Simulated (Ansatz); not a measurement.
Ni

```
Ni
1.0
     2.86739    0.00000    0.00000
     0.00000    3.64141    0.00000
     0.00000    0.00000    4.04601
Ni
4
Direct
  0.00000 0.00000 0.00000
  0.50000 0.50000 0.00000
  0.50000 0.00000 0.50000
  0.00000 0.50000 0.50000
```

Space group Fmmm; changed on purpose from its base cell (strain +e along x and -e along y -0.1100, strain +e along z and -e/2 along x and y +0.1500); computed pressure about 10 GPa in this cell; the SCF solution may not be the lowest one; PAW files of the earlier set (soft_1); spin-polarised.

Theory: Ansatz, DFT PBE, scalar-relativistic, plane waves, PAW.

In a PAW calculation such maps are meaningful between the atoms, not at the nuclei.

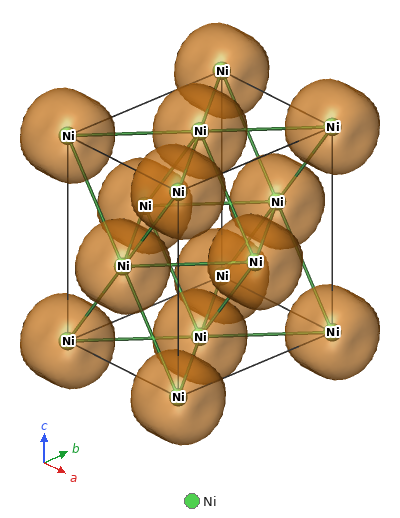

Figure 1. Isosurfaces of the spin density (up minus down) at +0.03 (orange) and −0.03 e/Å³ (purple), seen at an oblique angle. Sticks mark near contacts.

**Describe the spin distribution.**

The spin density sits on Ni: +0.5 μB (×4) in one cell of 4 atoms: parallel moments, as they must be, since the calculation's own cell holds one magnetic site. The cell of the calculation (1 atoms) carries 0.5 μB of net spin moment. Only one sign reaches the isovalue.

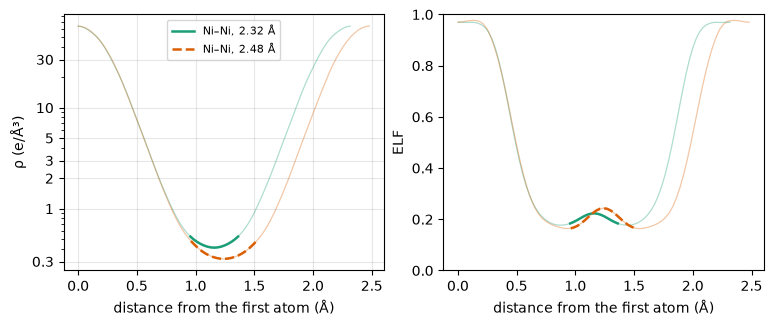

Figure 2. Valence pseudo-density and electron localisation function along straight lines between neighbouring atoms. Thin, pale parts lie inside the atomic spheres.

**What can be read from the curves?**

Ni–Ni (2.32 Å): ρ is about 0.41 e/Å³ halfway; the ELF is about 0.20 at the midpoint: no shared electron pair shows on this line.
Ni–Ni (2.48 Å): the density is about 0.32 e/Å³ at the midpoint; the ELF is about 0.25 at the midpoint (no shared electron pair shows on this line).
